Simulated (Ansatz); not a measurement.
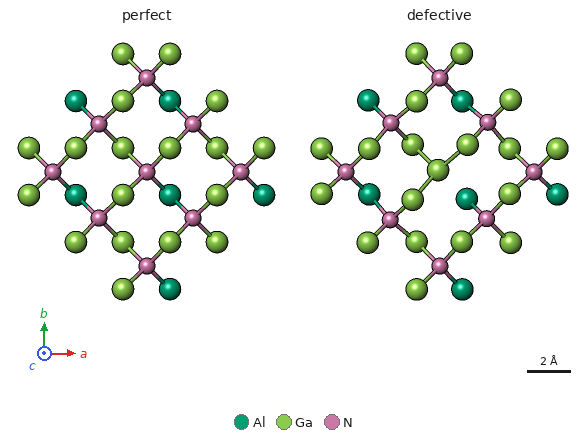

Left: perfect AlGa₃N₄. Right: the same region with one point defect, after relaxing the atoms in a supercell of 32 sites. The picture is a ball-and-stick view of the atoms within 6.0 Å of one point, in a slice 3.4 Å thick across the line of sight, seen along the c axis.

Method: Ansatz 0.2.0, DFT PBEsol, scalar-relativistic, plane waves, PAW. Set-up: plane-wave cutoff 420 eV; k-point mesh 2 × 2 × 2; occupations gaussian; smearing width 0.01 eV; mesh shifted by (0.5, 0.5, 0.5); no spin polarisation. The cell is small and the k-mesh coarse, so the numbers are rough. The axes drawn are those of the host's conventional cell.

**Which defect is it?**

A nitrogen atom is replaced by gallium.

The charge state of the cell is 0.

**How does the lattice respond?**

In the host the N atom has 1 Al at 1.90 Å, 3 Ga at 1.95 Å; the Ga atom ends with 3 Ga at 2.21 Å, 1 Al at 2.38 Å. Of the host's atoms, an aluminium atom moves furthest from its site, by 0.33 Å. The Ga atom itself moves 0.15 Å from where it was put. Relaxing the atoms from the host's sites lowers the energy by 4.83 eV. At a tolerance of 0.02 Å the relaxed supercell has space group R3m.
